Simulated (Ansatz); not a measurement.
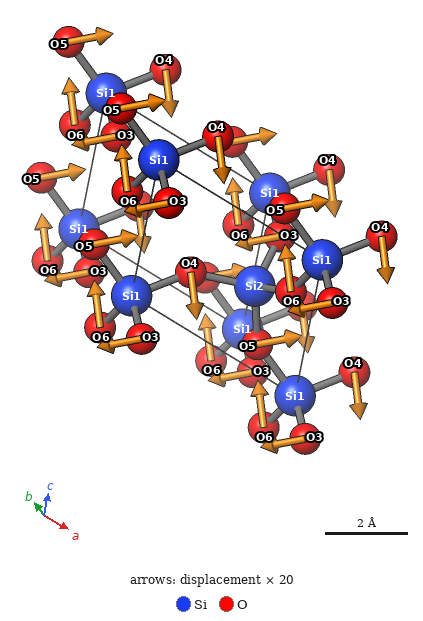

This is a relaxation of crystalline SiO2 (set up in I-42d). The starting structure is drawn; orange arrows show the displacements (the part carried along by the change of the cell is left out), 20 times their true length.

Style: ball-and-stick. Shown: the cell of the calculation, slightly off an axis.

Case: volume × 1.03, shape and atoms relaxed.

Method: DFT PBE, scalar-relativistic, plane waves, PAW (Ansatz).

Input file:
```yaml
crystal:
  lattice:
    - [-2.5382560148, 2.5382560148, 3.7259211993]
    - [2.5382560148, -2.5382560148, 3.7259211993]
    - [2.5382560148, 2.5382560148, -3.7259211993]
  atoms:
    - { symbol: Si, position: [0.0, 0.0, 0.0] }
    - { symbol: Si, position: [0.75, 0.25, 0.5] }
    - { symbol: O, position: [0.96701124, 0.625, 0.84201124] }
    - { symbol: O, position: [0.375, 0.21701124, 0.34201124] }
    - { symbol: O, position: [0.78298876, 0.125, 0.15798876] }
    - { symbol: O, position: [0.875, 0.03298876, 0.65798876] }
basis:
  ecutwfc: 420
kpoints:
  mp_grid: { grid: [6, 6, 6] }
hamiltonian:
  xc: pbe
scf:
  occupations: { method: gaussian, width: 0.02 }
output:
  forces: true
  stress: true
  eigenvalues: true
relax:
  adjacent_minimum: "off"
  f_tol: 0.01
  max_steps: 30
  cell: { stress_tol: 0.1, fix: [volume] }
```

Question: Atoms of which element are displaced furthest, and by how much?

Answer: Oxygen: up to 0.060 Å, against 0.000 Å for silicon.

Question: Describe the change and its energy.

Answer: After 3 accepted moves (4 points after the start) the energy has fallen by 32.2 meV per cell of the calculation. The largest force component goes from 0.28 to 0.00016 eV/Å. Pressure: −4.23 GPa at the start and −0.68 GPa at the end. At 1 point the geometry stayed and the basis and grid were re-selected for the new cell (energy shift of 0.2 meV per cell of the calculation at most each time). The largest moves relative to the cell, 0.060 Å, are those of O3, O4, O5 and O6. O3 goes along [−1 0 −1]. Si stays in place. The drawn cell changes at constant volume: a = b = c 5.174 → 5.165 Å (−0.2 %), α 121.2° → 120.9°, β 121.2° → 120.9°, γ 87.9° → 88.4°. Near-neighbour distances that change, for instance: Si1–O3 1.642 → 1.626 Å. Bond angles that change, for instance: Si1–O6–Si2 146.9° → 150.9°. The space group stays I-42d (No. 122).
